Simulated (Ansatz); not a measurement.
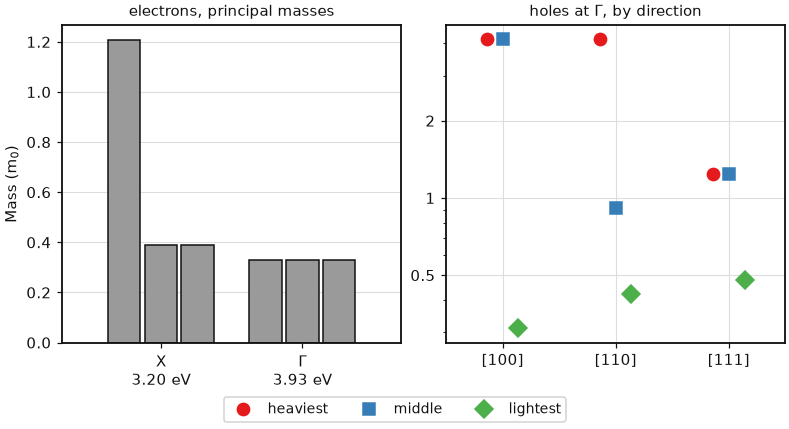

Effective masses at the band extrema of rocksalt SrO, space group Fm-3m, 2 atoms in the primitive cell, in a cell relaxed beforehand (cubic a = 5.123 Å), in units of the free-electron mass, from finite differences of the levels. Left, the three principal masses of each conduction valley, with its energy above the valence top; right, the masses of the bands that meet at the valence top.

Computed with Ansatz 0.2.0: PBEsol, Ansatz PAW set, no spin polarisation, no spin-orbit coupling, 8×8×8 k mesh, 420 eV cutoff, fixed occupations.

> What are the masses of the lowest valley?

It lies at X, 3.20 eV above the valence top, with one mass of 1.21 and two of 0.389. Its 3 equivalent valleys give a density-of-states mass N^(2/3) (m1 m2 m3)^(1/3) = 1.18, and averaged over them a conductivity mass 3/(1/m1 + 1/m2 + 1/m3) = 0.503.

> How do the hole masses depend on direction?

Along [100] 4.15, 4.15 and 0.311; along [110] 4.15, 0.915 and 0.423; along [111] 1.24, 1.24 and 0.48.

Not shown: another valence maximum at X, 0.069 eV under the top.

```csv
valley,energy (eV),valleys,m1,m2,m3
X,3.20,3,1.21,0.389,0.389
Γ,3.93,1,0.331,0.331,0.331
```

The PAW data sets were made with another functional. LDA, GGA and most meta-GGA functionals understate gaps. Without spin-orbit coupling the bands that meet at the top aren't the heavy and light holes of experiment. An understated gap makes light masses too light.
